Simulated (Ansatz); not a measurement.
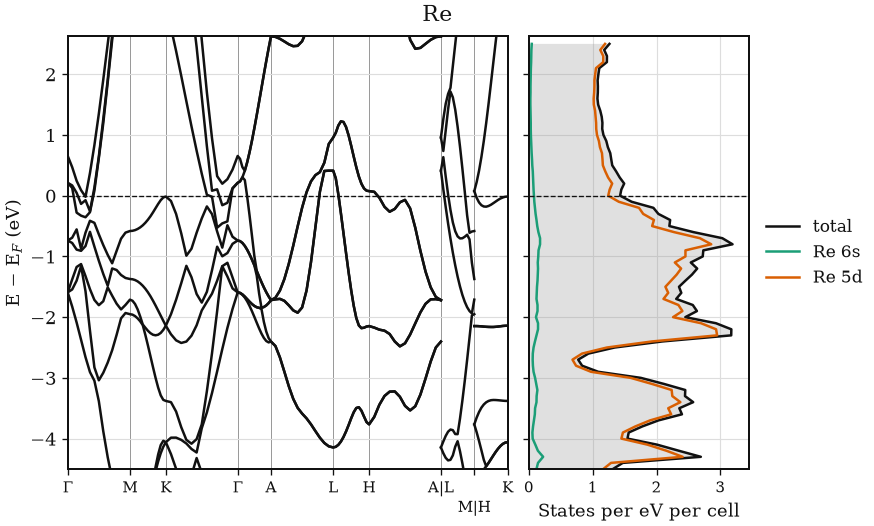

Band structure and density of states. Energies are counted from the Fermi level. The partial curves are projected on Löwdin-orthogonalised atomic shells.

Which Bravais lattice do the labels of the path belong to?

Answer. A hexagonal (primitive) lattice: the path Γ–M–K–Γ–A–L–H–A|L–M|H–K runs through the special points of its Brillouin zone.

Structure: Re, space group P6_3/mmc (No. 194), 2 atoms in the cell.

Ansatz; DFT PBEsol, scalar-relativistic, plane waves, PAW, no spin polarisation, 18×18×10 k mesh, Gaussian smearing of 0.1 eV.

Does this material conduct, going by its bands?

Answer. A metal: bands cross the Fermi level along this path.

Spin-orbit coupling is left out, which matters for Re.
